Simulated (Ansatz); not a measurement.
Input file:

```
crystal:
  lattice:
    - [4.105182, 0.0, 0.0]
    - [0.0, 4.105182, 0.0]
    - [0.0, 0.0, 2.891313]
  atoms:
    - { symbol: Cu, position: [0.0, 0.0, 0.0] }
    - { symbol: Al, position: [0.0, 0.5, 0.5] }
    - { symbol: Al, position: [0.5, 0.0, 0.5] }
hamiltonian:
  xc: pbesol
  pseudopotentials: { kind: paw }
  dispersion: d3bjatm
kpoints:
  mp_grid: { grid: [7, 7, 9] }
scf:
  occupations: { method: fermi_dirac, width: 0.05 }
output:
  forces: true
  stress: true
  eigenvalues: true
  write_density: true
  write_potential: true
  elf: true
  volumetric_format: npy
relax:
  f_tol: 0.01
  max_steps: 40
  cell: { stress_tol: 0.05 }
```

Command:

```sh
ansatz run input.yaml --threads 2 --pin off --max-ram 5632MiB --backend cpu --events-out ev --progress --plain --runs-dir out
```

Below, planes, directions and counts refer to the conventional cell (a = 4.04 Å, b = 4.04 Å, c = 2.82 Å, α = 90.00°, β = 90.00°, γ = 90.00°).

The fields are those of the run's last geometry, not of the input's.

Space group P4/mmm; a structure from a database of computed crystals, not necessarily the ambient phase.

These are results of Kohn-Sham DFT of a periodic cell, PBEsol with D3(BJ)-ATM, Ansatz PAW (Ansatz), not measurements.

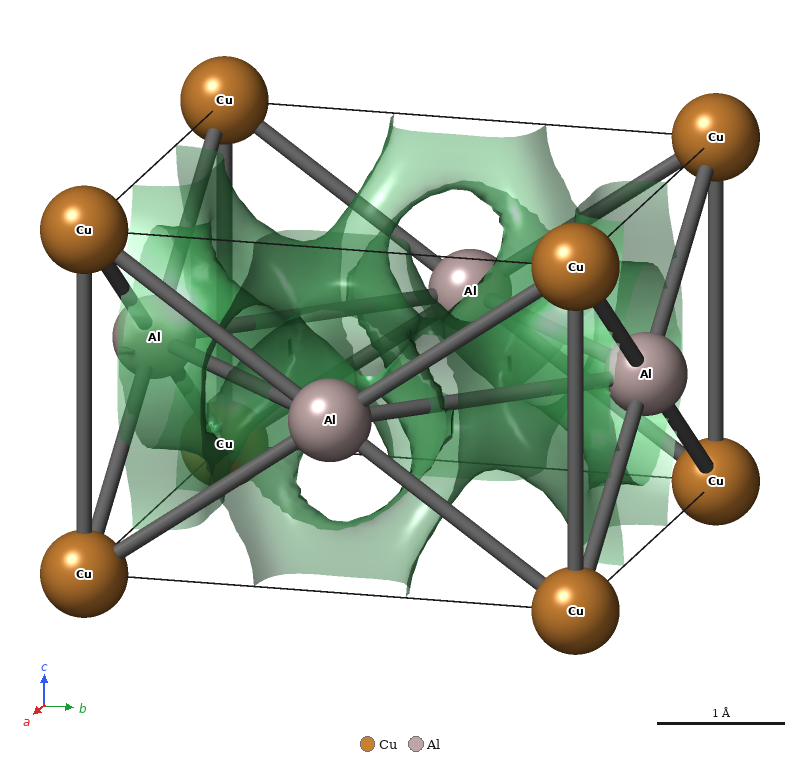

Al$_{2}$Cu. Isosurface of the electron localisation function at 0.55 (green), seen slightly off an axis. Core shells and regions of very low density are left out. Sticks mark near contacts.

Identify the bonds, lone pairs and shells in this picture.

Answer. At this value the surface marks out one network that runs through the whole crystal, counted in one cell of 3 atoms. Any copies at cell faces, edges or corners count once. Profiles from the grid: Al–Cu (2.46 Å): the ELF peaks at about 0.60 between the atoms. Al–Al (2.82 Å): the ELF peaks at about 0.65 between the atoms.

Metal or insulator at this level of theory?

Answer. It is gapless in this calculation (a metal or semimetal).
